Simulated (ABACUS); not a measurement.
Run report: Bi, band-structure run (part 2 of 2)

The same run, continued: Bi (Im-3m, 1 atom in the cell); Kohn-Sham DFT of a periodic cell, PBE, GBRV ultrasoft 1.5 PBE, no spin polarisation (ABACUS 3.10.1); cutoff 544.23 eV, 7×7×7 k-mesh, fermi-dirac of 0.05 eV. The structure derives from a Materials Project entry.

Geometry of the input (Å; fractional positions):
```
-1.9814  1.9814  1.9814
1.9814  -1.9814  1.9814
1.9814  1.9814  -1.9814
Bi 0.0000  0.0000  0.0000
```

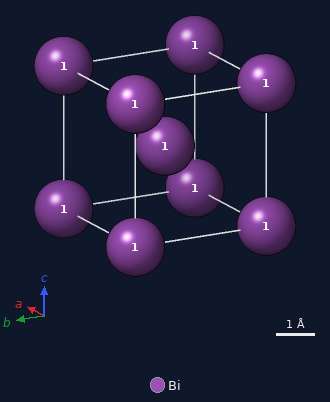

*The input geometry (spheres-only view of the cell 2 times as large as that of the calculation, set on its symmetry axes, seen at an oblique angle; atoms are numbered from 1 in the order of the input).*

### Output, continued
```
----------------------------------------------------------
     Energy           Rydberg                 eV
----------------------------------------------------------
 E_KohnSham     -185.2593424920      -2520.5826656248
 E_Harris       -185.0166243804      -2517.2803162986
 E_Fermi        0.8700507657         11.8376479630
----------------------------------------------------------

 PW ALGORITHM --------------- ION=   1  ELEC=   3--------------------------------

 Density error is 0.000740465244169
                          Error Threshold = 6.9257550746e-05
----------------------------------------------------------
     Energy           Rydberg                 eV
----------------------------------------------------------
 E_KohnSham     -185.2604064793      -2520.5971419149
 E_Harris       -185.3806229186      -2522.2327704821
 E_Fermi        0.8693869944         11.8286168910
----------------------------------------------------------

 PW ALGORITHM --------------- ION=   1  ELEC=   4--------------------------------

 Density error is 5.44558551789e-06
                          Error Threshold = 4.93643496113e-06
----------------------------------------------------------
     Energy           Rydberg                 eV
----------------------------------------------------------
 E_KohnSham     -185.2604520553      -2520.5977620083
 E_Harris       -185.2728987584      -2520.7671080920
 E_Fermi        0.8664089880         11.7880990352
----------------------------------------------------------

 PW ALGORITHM --------------- ION=   1  ELEC=   5--------------------------------

 Density error is 4.187038542e-07
                          Error Threshold = 3.63039034526e-08
----------------------------------------------------------
     Energy           Rydberg                 eV
----------------------------------------------------------
 E_KohnSham     -185.2604569852      -2520.5978290829
 E_Harris       -185.2582753482      -2520.5681463879
 E_Fermi        0.8663314673         11.7870443121
----------------------------------------------------------

 PW ALGORITHM --------------- ION=   1  ELEC=   6--------------------------------

 Density error is 2.54246606722e-08
                          Error Threshold = 2.791359028e-09
----------------------------------------------------------
     Energy           Rydberg                 eV
----------------------------------------------------------
 E_KohnSham     -185.2604570551      -2520.5978300340
 E_Harris       -185.2615696423      -2520.6129675590
 E_Fermi        0.8663376444         11.7871283560
----------------------------------------------------------

 PW ALGORITHM --------------- ION=   1  ELEC=   7--------------------------------

 Density error is 6.22364177968e-10
                          Error Threshold = 1.69497737814e-10
----------------------------------------------------------
     Energy           Rydberg                 eV
----------------------------------------------------------
 E_KohnSham     -185.2604570618      -2520.5978301242
 E_KS(sigma->0) -185.2601407401      -2520.5935263466
 E_Harris       -185.2603532715      -2520.5964179847
 E_band         -5.9230915060        -80.5877942564
 E_one_elec     -42.7736040549       -581.9647391431
 E_Hartree      31.4849773568        428.3750934537
 E_xc           -64.6297750636       -879.3332013231
 E_Ewald        -109.3414226566      -1487.6663755566
 E_entropy(-TS) -0.0006326434        -0.0086075551
 E_descf        0.0000000000         0.0000000000
 E_exx          0.0000000000         0.0000000000
 E_Fermi        0.8663303413         11.7870289918
----------------------------------------------------------

 charge density convergence is achieved
 final etot is -2520.5978301 eV
 EFERMI = 11.787028992 eV
The vacuum level is 12.812359026 eV

 STATE ENERGY(eV) AND OCCUPATIONS    NSPIN == 1
 1/5 kpoint (Cartesian) = 0.0000 0.0000 0.0000 (935 pws)
       1       -11.1881     0.00583090
       2       -11.1881     0.00583090
       3       -11.1881     0.00583090
       4       -11.0593     0.00583090
       5       -11.0593     0.00583090
       6       -1.68013     0.00583090
       7        16.9597    6.86163e-48
       8        16.9597    6.86163e-48
       9        16.9597    6.86163e-48
      10        20.9422    1.75898e-82
      11        22.4515        0.00000
      12        22.4515        0.00000
      13        22.4515        0.00000
      14        23.5319        0.00000
      15        23.5319        0.00000
      16        23.5319        0.00000
      17        24.6320        0.00000
      18        24.6320        0.00000

 2/5 kpoint (Cartesian) = 0.12372 -0.12372 0.0000 (923 pws)
       1       -11.1954      0.0699708
       2       -11.1755      0.0699708
       3       -11.1487      0.0699708
       4       -11.0675      0.0699708
       5       -11.0608      0.0699708
       6       -1.31007      0.0699708
       7        14.0640    1.16870e-21
       8        15.9856    2.38030e-38
       9        16.6345    5.50049e-44
      10        20.2133    4.52540e-75
      11        21.1465    3.54661e-83
      12        22.1334        0.00000
      13        23.0033        0.00000
      14        24.9475        0.00000
      15        25.0115        0.00000
      16        25.5017        0.00000
      17        26.3464        0.00000
      18        28.0571        0.00000

 3/5 kpoint (Cartesian) = 0.24744 -0.24744 0.0000 (901 pws)
       1       -11.2119      0.0699708
       2       -11.1587      0.0699708
       3       -11.0764      0.0699708
       4       -11.0633      0.0699708
       5       -11.0593      0.0699708
       6      -0.255544      0.0699708
       7        10.1428      0.0699708
       8        14.4663    3.74434e-25
       9        15.9115    1.04782e-37
      10        18.6288    2.61956e-61
      11        20.0308    1.73988e-73
      12        22.7233        0.00000
      13        24.2588        0.00000
      14        27.9858        0.00000
      15        28.5635        0.00000
      16        28.6650        0.00000
      17        29.4559        0.00000
      18        31.2083        0.00000

 4/5 kpoint (Cartesian) = 0.37115 -0.37115 0.0000 (882 pws)
       1       -11.2250      0.0699708
       2       -11.1620      0.0699708
       3       -11.0679      0.0699708
       4       -11.0655      0.0699708
       5       -10.9862      0.0699708
       6        1.08091      0.0699708
       7        7.25485      0.0699708
       8        13.5436    3.87023e-17
       9        15.3808    4.26114e-33
      10        17.8925    6.50970e-55
      11        19.4783    1.09534e-68
      12        24.0301        0.00000
      13        25.3745        0.00000
      14        28.7613        0.00000
      15        29.1859        0.00000
      16        30.8366        0.00000
      17        31.9747        0.00000
      18        33.1289        0.00000

 5/5 kpoint (Cartesian) = 0.12372 0.12372 -0.24744 (901 pws)
       1       -11.1952       0.139942
       2       -11.1683       0.139942
       3       -11.0873       0.139942
       4       -11.0776       0.139942
       5       -11.0625       0.139942
       6      -0.594599       0.139942
       7        11.5071       0.139426
       8        14.1092    9.46409e-22
       9        15.6466    4.18786e-35
      10        20.1140    6.58918e-74
      11        20.6656    1.06634e-78
      12        22.7239        0.00000
      13        23.8152        0.00000
      14        25.5524        0.00000
      15        26.3827        0.00000
      16        28.3464        0.00000
      17        30.5142        0.00000
      18        31.1815        0.00000

------------------------------------------------------------------------------------------
 TOTAL-FORCE (eV/Angstrom)
------------------------------------------------------------------------------------------
                       Bi1         0.0000000000         0.0000000000         0.0000000000
------------------------------------------------------------------------------------------

----------------------------------------------------------------
 TOTAL-STRESS (KBAR)
----------------------------------------------------------------
        11.0015065201        -0.0000000000         0.0000000000
         0.0000000000        11.0015065201         0.0000000000
        -0.0000000000         0.0000000000        11.0015065201
----------------------------------------------------------------
 TOTAL-PRESSURE: 11.001507 KBAR

 --------------------------------------------
 !FINAL_ETOT_IS -2520.5978301241957524 eV
 --------------------------------------------
```

### Standard output
```
ABACUS v3.10.1

               Atomic-orbital Based Ab-initio Computation at UStc

%%%%%%%%%%%%%%%%%%%%%%%%%%%%%%%%%%%%%%%%%%%%%%%%%%%%%%%%%%%%%%%%%%%%%%%%%%%%%%%%%%%%%%%%%%%%%%%%%%%%%%%%%
 Warning: the number of valence electrons in pseudopotential > 5 for Bi: [Xe] 4f14 5d10 6s2 6p3
 Pseudopotentials with additional electrons can yield (more) accurate outcomes, but may be less efficient.
 If you're confident that your chosen pseudopotential is appropriate, you can safely ignore this warning.
%%%%%%%%%%%%%%%%%%%%%%%%%%%%%%%%%%%%%%%%%%%%%%%%%%%%%%%%%%%%%%%%%%%%%%%%%%%%%%%%%%%%%%%%%%%%%%%%%%%%%%%%%

 UNIFORM GRID DIM        : 27 * 27 * 27
 UNIFORM GRID DIM(BIG)   : 40 * 40 * 40
 UNIFORM GRID DIM(DENSE) : 40 * 40 * 40
 ---------------------------------------------------------
 Self-consistent calculations for electrons
 ---------------------------------------------------------
 SPIN    KPOINTS         PROCESSORS  THREADS
 1       20              4           4
 ---------------------------------------------------------
 Use plane wave basis
 ---------------------------------------------------------
 ELEMENT NATOM       XC
 Bi      1
 ---------------------------------------------------------
 Initial plane wave basis and FFT box
 ---------------------------------------------------------
 -------------------------------------------
 SELF-CONSISTENT :
 -------------------------------------------
 START CHARGE      : atomic
 ITER       ETOT/eV          EDIFF/eV         DRHO     TIME/s
 DA1     -2.51827630e+03   0.00000000e+00   6.7960e-01   0.84
 DA2     -2.52058267e+03  -2.30636734e+00   1.0389e-02   0.75
 DA3     -2.52059714e+03  -1.44762902e-02   7.4047e-04   0.76
 DA4     -2.52059776e+03  -6.20093368e-04   5.4456e-06   0.78
 DA5     -2.52059783e+03  -6.70746525e-05   4.1870e-07   0.78
 DA6     -2.52059783e+03  -9.51050042e-07   2.5425e-08   0.78
 DA7     -2.52059783e+03  -9.02006010e-08   6.2236e-10   0.81
----------------------------------------------------------------
 TOTAL-STRESS (KBAR)
----------------------------------------------------------------
        11.0015065201        -0.0000000000         0.0000000000
         0.0000000000        11.0015065201         0.0000000000
        -0.0000000000         0.0000000000        11.0015065201
----------------------------------------------------------------
 TOTAL-PRESSURE: 11.001507 KBAR
```

### Key numbers

| quantity | value |
| --- | --- |
| outcome | converged |
| space group (tolerance 0.01 Å) | Im-3m (229) |
| electrons treated | 15 |
| free energy | −2520.5978 eV |
| Fermi energy of the self-consistent step | 11.787 eV |
| gap on the k-point mesh | none (metallic) |
| pressure | 1.10 GPa |
| largest force (length of the vector) | under 0.001 eV/Å |
| wall time | 11 s (CPU time 43 s) |
| peak memory | 0.52 GiB |

### Notes

Spin–orbit coupling is left out, which matters for Bi.
